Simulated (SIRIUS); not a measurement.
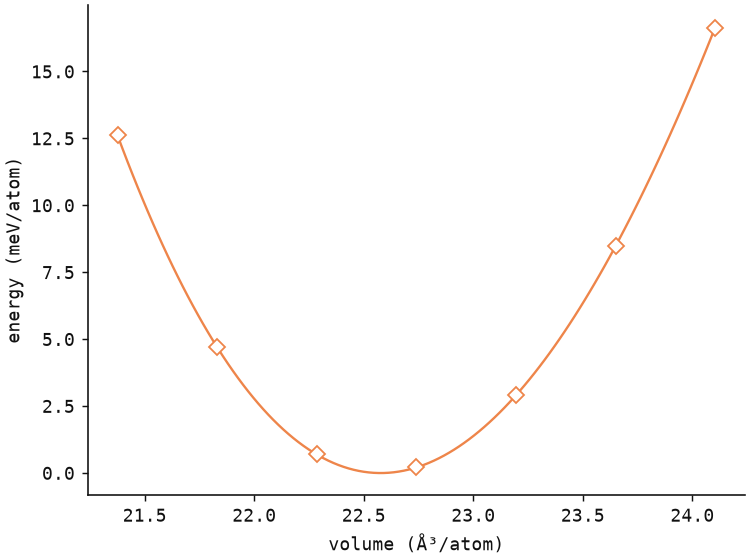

The picture above shows the energy against volume.

Method: plane-wave DFT, no spin polarisation; energies at scaled volumes of the given cell, shape and fractions fixed, counted from the fit's minimum, third-order Birch-Murnaghan fit (SIRIUS 7.12.0). Level: PBEsol.

Question: For which of these solids was it computed?
A. LiCl, Fm-3m (No. 225)
B. ZrB₂, P6/mmm (No. 191)
C. Sn, I4/mmm (No. 139)
D. MgS, F-43m (No. 216)

Answer: D, MgS: energy from 0.21 meV/atom to 16.64 meV/atom, V0 22.58 Å³/atom, B0 57.7 GPa. The others give: Sn, energy from 0.07 meV/atom to 37.07 meV/atom, V0 26.37 Å³/atom, B0 55 GPa; LiCl, energy from 0.01 meV/atom to 15.61 meV/atom, V0 16.23 Å³/atom, B0 35.1 GPa; ZrB₂, energy from 0.20 meV/atom to 40.60 meV/atom, V0 10.09 Å³/atom, B0 250 GPa.

For Sn, limits of the calculation: shape and atomic fractions are frozen while scaling, which makes layered, chain and framework solids too stiff.

For ZrB₂, limits of the calculation: shape and atomic fractions are frozen while scaling, which makes layered, chain and framework solids too stiff.
